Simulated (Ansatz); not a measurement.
A periodic structure is given below.

```
B N
1.0
    14.05912    0.00000    0.00000
     0.00000   14.05912    0.00000
     0.00000    0.00000    8.77066
B N
18 2
Cartesian
  0.8076 7.0296 4.3853
  13.2516 7.0296 4.3853
  0.0000 6.2220 0.0000
  0.0000 7.8371 0.0000
  0.0000 7.0296 1.3877
  0.0000 7.0296 7.3829
  0.0000 7.0296 2.9976
  0.0000 7.0296 5.7731
  0.0000 0.0000 0.0000
  7.8371 0.0000 0.0000
  6.2220 0.0000 0.0000
  7.0296 13.2516 4.3853
  7.0296 0.8076 4.3853
  7.0296 0.0000 5.7731
  7.0296 0.0000 2.9976
  7.0296 0.0000 7.3829
  7.0296 0.0000 1.3877
  7.0296 7.0296 4.3853
  0.0000 0.0000 4.3853
  7.0296 7.0296 0.0000
```

> Summarise the structure in words.

The structure is one of B₉N. The symmetry is that of I4/mmm (No. 139), on a body-centred tetragonal lattice. The cell holds 20 atoms (18 B, 2 N), Z = 2. B takes three kinds of site: 8i with three B in a trigonal pyramidal arrangement at 1.61 to 1.62 Å; 8g with three B at 1.61 Å; 2a with no bonds drawn. The bonds build B chains along [001]; some B and N atoms stand without bonds in the drawing.

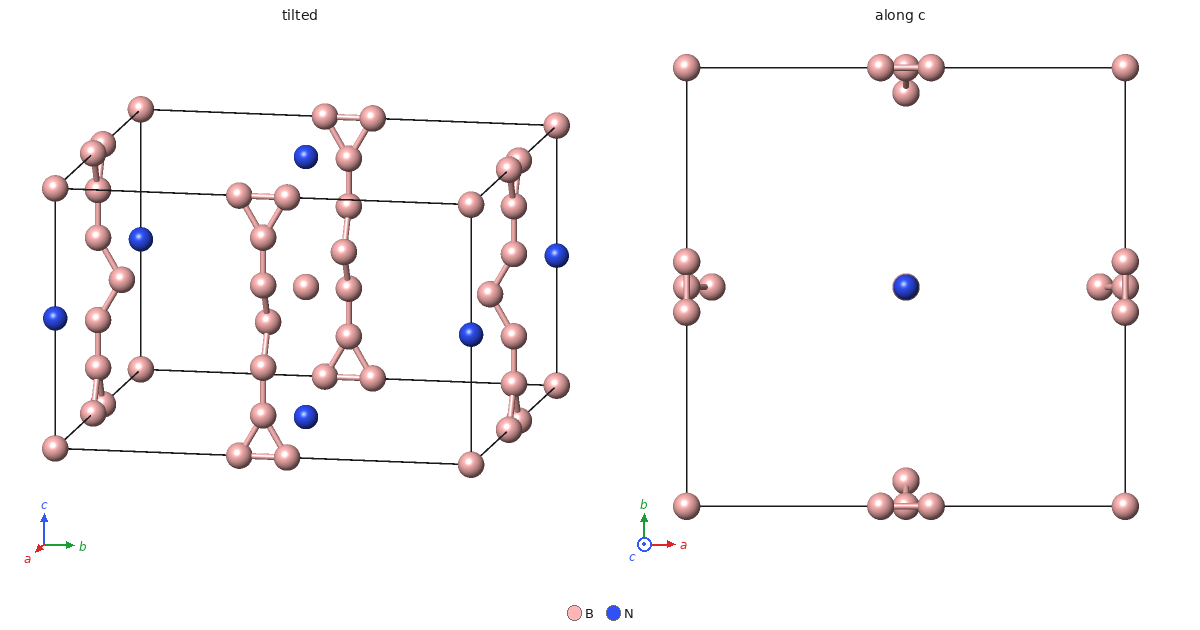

Crystal structure, ball-and-stick style, seen slightly off an axis and along the c axis. The parallelepiped is the conventional unit cell.

Starting structure: a structure listed in the Materials Project. Earlier steps of the study, as a rule a relaxation of our own, may have changed the cell and positions, so they can lie some per cent off the listed ones. It was run through Ansatz as a DFT input.
